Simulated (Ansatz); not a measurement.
Input file:

```
crystal:
  lattice:
    - [3.8380776574, 0.0, 0.0]
    - [-1.9190388287, 3.323872753, 0.0]
    - [0.0, 0.0, 6.0146785256]
  atoms:
    - { symbol: Sn, position: [0.0, 0.0, 0.0] }
    - { symbol: Se, position: [0.3333333333, 0.6666666667, 0.2650914421] }
    - { symbol: Se, position: [0.6666666667, 0.3333333333, 0.7349085579] }
basis:
  ecutwfc: 420
kpoints:
  mp_grid: { grid: [12, 12, 6] }
  band_path:
    path:
      - [0.0, 0.0, 0.0]
      - [0.5, 0.0, 0.0]
      - [0.3333333333, 0.3333333333, 0.0]
      - [0.0, 0.0, 0.5]
      - [0.5, 0.0, 0.5]
      - [0.3333333333, 0.3333333333, 0.5]
      - [-0.075521, 0.148438, 0.0]
      - [0.0, 0.434896, 0.338542]
    npoints: 1
hamiltonian:
  xc: pbe
  dispersion: d3bj
scf:
  occupations: { method: gaussian, width: 0.02 }
  n_extra_bands: 4
output:
  forces: true
  stress: true
  eigenvalues: true
  write_density: true
  write_potential: true
  elf: true
  volumetric_format: npy
```

Launched as:

```sh
ansatz run input.yaml --threads 2 --pin off --max-ram 5120MiB --backend cpu --events-out ev --progress --plain --runs-dir out
```

Below, planes, directions and counts refer to the conventional cell (a = 3.84 Å, b = 3.84 Å, c = 6.01 Å, α = 90.00°, β = 90.00°, γ = 120.00°).

Space group P-3m1.

The calculation used Ansatz, DFT PBE+D3(BJ), scalar-relativistic, plane waves, PAW.

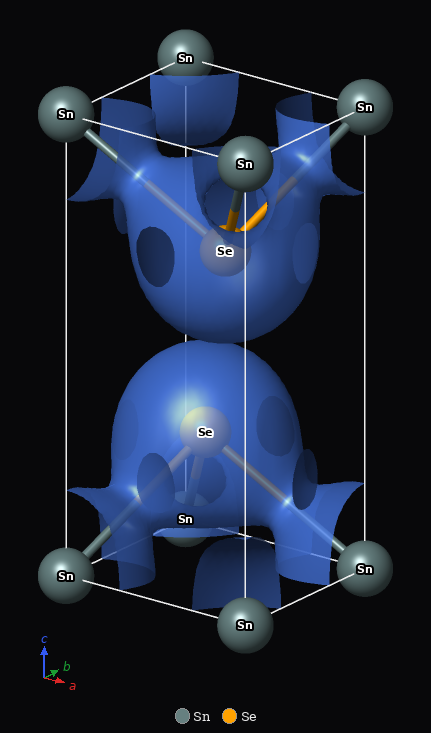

SnSe₂. Isosurface of the valence pseudo-density at 0.3 e/Å³ (blue), seen slightly off an axis. Sticks mark near contacts.

In a PAW calculation such maps are meaningful between the atoms, not at the nuclei.

How is the density connected at this value?

Answer. At this value the density is joined into sheets; it holds about 85 % of the electrons treated as valence (semicore included). It bridges the shortest Sn–Se (2.73 Å) contacts, where the density stays above the isovalue. On the grid the lowest density along these lines, outside the cores, is 0.37 e/Å³ (Sn–Se, 2.73 Å).

Does the calculation give a band gap?

Answer. It is gapped, with a Kohn–Sham gap of 0.35 eV on the k-point mesh, an upper bound to the gap of this method.
